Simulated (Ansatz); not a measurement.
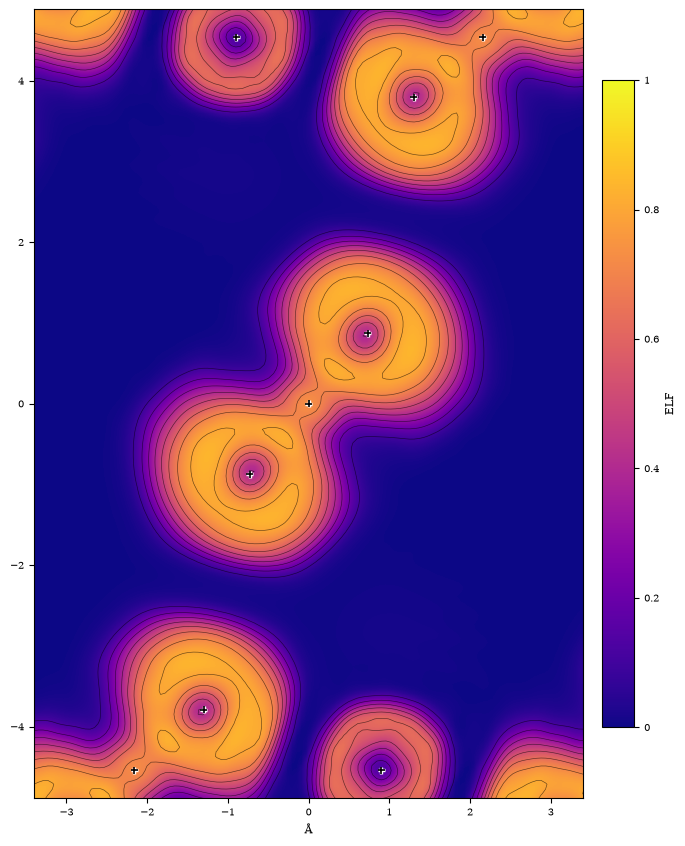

The ELF on a plane through atoms (crosses mark nuclei in the plane).

The calculation used DFT PBE+D3(BJ), scalar-relativistic, plane waves, PAW (Ansatz 0.2.0).

Candidates:
A. Na3H4F8 (cell charge −1, with a compensating background) (cell with a defect), a = 6.11 Å, b = 6.11 Å, c = 6.11 Å, α = 69.33°, β = 69.33°, γ = 69.33°. 
B. Tl, a = 3.90 Å, b = 3.90 Å, c = 3.90 Å, α = 90.00°, β = 90.00°, γ = 90.00°. Space group Im-3m; computed without spin polarisation.

Which candidate gave the map?

Answer. Candidate A: Na3H4F8 on the (101̄) plane of the calculation cell, which holds Na, H and F. F–H (1.14 Å): the ELF peaks at about 0.85 between the atoms. Na–F (2.32 Å): the ELF is about 0.05 at the midpoint: an ionic contact with no shared pair.
